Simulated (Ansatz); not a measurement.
TiSi

The calculation's input:

```
crystal:
  lattice:
    - [0.0, 2.5314, 2.5314]
    - [2.5314, 0.0, 2.5314]
    - [2.5314, 2.5314, 0.0]
  atoms:
    - { symbol: Ti, position: [0.0, 0.0, 0.0] }
    - { symbol: Si, position: [0.5, 0.5, 0.5] }
basis:
  ecutwfc: 420
kpoints:
  mp_grid: { grid: [10, 10, 10] }
hamiltonian:
  xc: hse06
scf:
  occupations: { method: fermi_dirac, width: 0.15 }
output:
  forces: true
  stress: true
  eigenvalues: true
  write_density: true
  write_potential: true
  elf: true
  volumetric_format: npy
```

Command:

```sh
ansatz run input.yaml --threads 4 --pin off --max-ram 12288MiB --backend cpu --events-out ev --progress --plain --runs-dir out
```

Below, planes, directions and counts refer to the conventional cell (a = 5.06 Å, b = 5.06 Å, c = 5.06 Å, α = 90.00°, β = 90.00°, γ = 90.00°).

Space group Fm-3m; a generated structure, not necessarily the stable one; changed on purpose from its base cell (volume × 1.000 of the coarse rest volume); computed without spin polarisation.

Method: DFT HSE06, scalar-relativistic, plane waves, PAW in Ansatz 0.2.0.

> What will maps of the valence pseudo-density and electron localisation function show?

Ti–Si (2.53 Å): ρ at the midpoint is about 0.36 e/Å³; the ELF peaks at about 0.75 in the valence shell of Si, 0.9 Å from its nucleus, and is about 0.50 at the midpoint.

> Metal or insulator at this level of theory?

It is metallic or semimetallic at this level of theory: no gap opens.

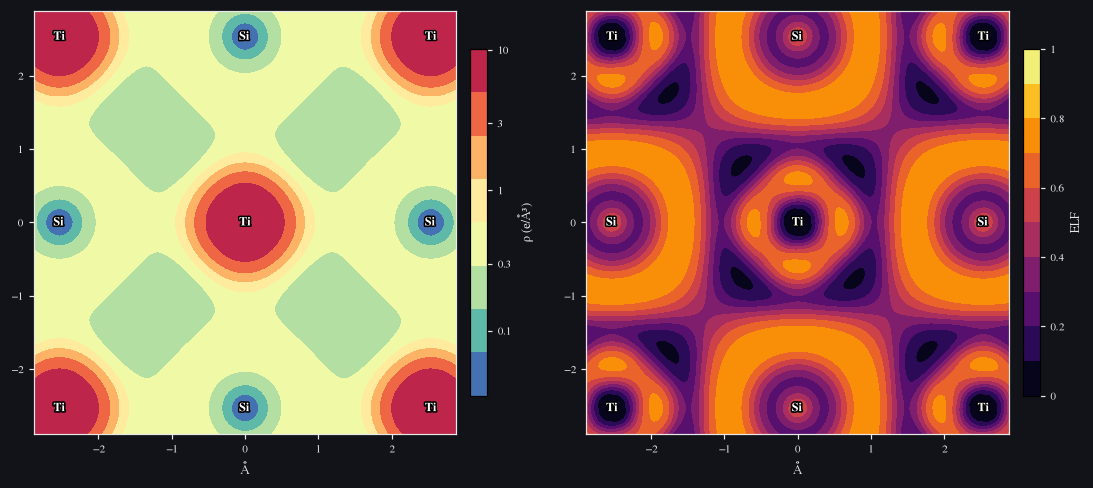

Computed valence pseudo-density and electron localisation function on the (001) plane of the conventional cell, in this order. 

The density is the valence pseudo-density of a PAW calculation; it isn't the true density close to the nuclei.
